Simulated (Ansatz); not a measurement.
# Series on C(110) slab, H on both faces, by atomic planes

How do forces, levels, charges and cost change as the structure grows and the share of atoms at its surface or edge shifts?

Computed with Ansatz 0.2.0: Kohn-Sham DFT, PBEsol, PAW (set soft_2). Every run is a single point, with the atoms held where the recipe put them (cutoff of the plane-wave runs 420 eV, fixed occupations).

First member: diamond-structure C (a = 3.567 Å), (110) slab of 4 atomic planes, 5 x 3 surface cells, H on the broken bonds of both faces, 10 Å of vacuum; displaced by a Gaussian of 0.02 Å.

Last member: diamond-structure C (a = 3.567 Å), (110) slab of 8 atomic planes, 5 x 3 surface cells, H on the broken bonds of both faces, 10 Å of vacuum; displaced by a Gaussian of 0.02 Å.

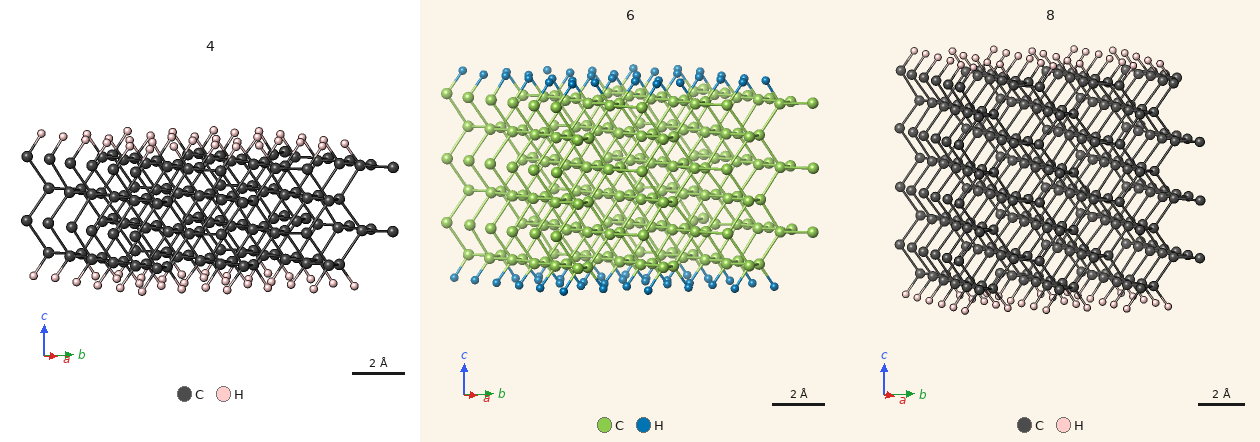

Three members of the series, labelled by atomic planes. Some periodic images of atoms are drawn too. Bonds to atoms that aren't drawn are left out.

The members:

| atomic planes | reduced formula | atoms | valence electrons | k-mesh | basis |
| --- | --- | --- | --- | --- | --- |
| 4 | HC2 | 180 | 540 | 1×1×1 | plane waves |
| 5 | H2C5 | 210 | 660 | 1×1×1 | plane waves |
| 6 | HC3 | 240 | 780 | 1×1×1 | plane waves |
| 8 | HC4 | 300 | 1020 | 1×1×1 | plane waves |

The input of the first member, without its atom lines; other members have their own cell and atoms, and may differ in mesh, basis and outputs:

```yaml
crystal:
  lattice:
    - [12.61125, 0.0, 0.0]
    - [0.0, 10.701, 0.0]
    - [0.0, 0.0, 15.56334]
  atoms:
    [... 180 lines ...]
kpoints:
  mp_grid: { grid: [1, 1, 1] }
hamiltonian:
  xc: pbesol
scf:
  occupations: { method: fixed }
output:
  forces: true
  populations: true
  dos:
    method: { smearing: { sigma: 0.08 } }
    de: 0.1
    projected:
      site_lists:
        C: [C]
        H: [H]
        hydrogen: [120, 121, 122, 123, 124, 125, 126, 127, 128, 129, 130, 131, 132, 133, 134, 135, 136, 137, 138, 139, 140, 141, 142, 143, 144, 145, 146, 147, 148, 149, 150, 151, 152, 153, 154, 155, 156, 157, 158, 159, 160, 161, 162, 163, 164, 165, 166, 167, 168, 169, 170, 171, 172, 173, 174, 175, 176, 177, 178, 179]
  eigenvalues: true
  write_density: true
  write_potential: true
  volumetric_format: npy
```

Q: What do these runs give, and what do they cost?

Results; charges are mean Löwdin charges in e:

| atomic planes | r.m.s. force (eV/Å) | gap (eV) | q(C) | q(H) |
| --- | --- | --- | --- | --- |
| 4 | 1.06 | 2.35 | -0.05 | +0.15 |
| 5 | 1.03 | 2.15 | -0.04 | +0.15 |
| 6 | 1.08 | 2.19 | -0.03 | +0.16 |
| 8 | 1.07 | 2.06 | -0.02 | +0.16 |

The gap is that between the highest filled and lowest empty Kohn-Sham level on the run's k-points; surface or edge levels can set it, and semilocal functionals tend to put gaps under measured ones. The projection misses up to 0.015 e an atom, so the charges add up to more than the cell's charge. Löwdin charges hang on the projection basis and can even invert the polarity of covalent bonds. Each mean runs over all atoms of an element, whatever their surroundings.

Bonds in each cell, which the recipe sets and DFT didn't move; cutoffs follow each cell's own g(r) within set bounds (mean length in Å, and neighbours of the second kind about the first):

| atomic planes | C-C length | C-C count | C-H length | C-H count |
| --- | --- | --- | --- | --- |
| 4 | 1.546 | 3.50 | 1.091 | 0.50 |
| 5 | 1.545 | 3.60 | 1.089 | 0.40 |
| 6 | 1.546 | 3.67 | 1.083 | 0.33 |
| 8 | 1.546 | 3.75 | 1.085 | 0.25 |

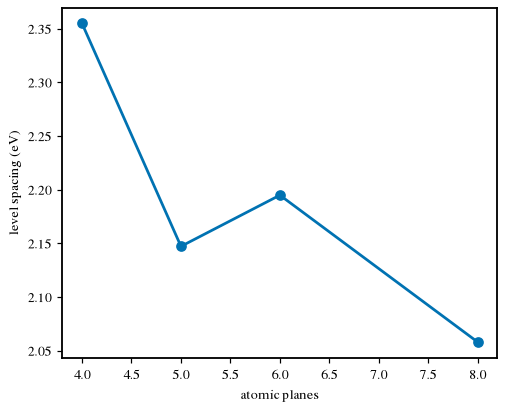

Results against atomic planes.

Cost on 8 threads of Arm Neoverse V2, shared host:

| atomic planes | atoms | basis | k-mesh | SCF cycles | time | host memory (GiB) | Δ force from the first basis (meV/Å) |
| --- | --- | --- | --- | --- | --- | --- | --- |
| 4 | 180 | plane waves | 1×1×1 | 8 | 22 s | 2.7 | - |
| 4 | 180 | support functions | 1×1×1 | 12 | 54 s | 3.8 | 4.4 |
| 5 | 210 | plane waves | 1×1×1 | 8 | 32 s | 3.2 | - |
| 5 | 210 | support functions | 1×1×1 | 12 | 65 s | 4.7 | 4.2 |
| 6 | 240 | plane waves | 1×1×1 | 8 | 44 s | 3.8 | - |
| 6 | 240 | support functions | 1×1×1 | 12 | 72 s | 5.0 | 3.9 |
| 8 | 300 | plane waves | 1×1×1 | 8 | 79 s | 5.1 | - |
| 8 | 300 | support functions | 1×1×1 | 10 | 1.7 min | 5.9 | 3.3 |

Times include the outputs that each run asked for, on hosts shared with other jobs.

**Reading.** The gap is lowest at 8 planes (2.06 eV) and highest at 4 planes (2.35 eV); some meshes are coarse and needn't hold the band edges. The mean charge on C goes steadily from -0.05 e at 4 to -0.02 e at 8 planes. Support functions take 2.4 times the wall time of plane waves at 180 atoms and 1.3 times at 300 (the times hold unlike extra outputs; shared hosts, so rough). The composition changes with the cut, as the formulas show, and that bears on charges and levels too.

Caveats: Beside vacuum, support functions can miss their usual error bounds without a warning. The random displacements of the recipe add to the forces of every member.

[Logs are printed without paths, hosts, clocks, repeated set-up lines and the standing remarks that a program may print on its own settings, such as how far it seeks lower states.]

[Hosts, paths, dates, database ids (printed as entryN), source tags and the programs' standing remarks are cut or masked in the printed files.]
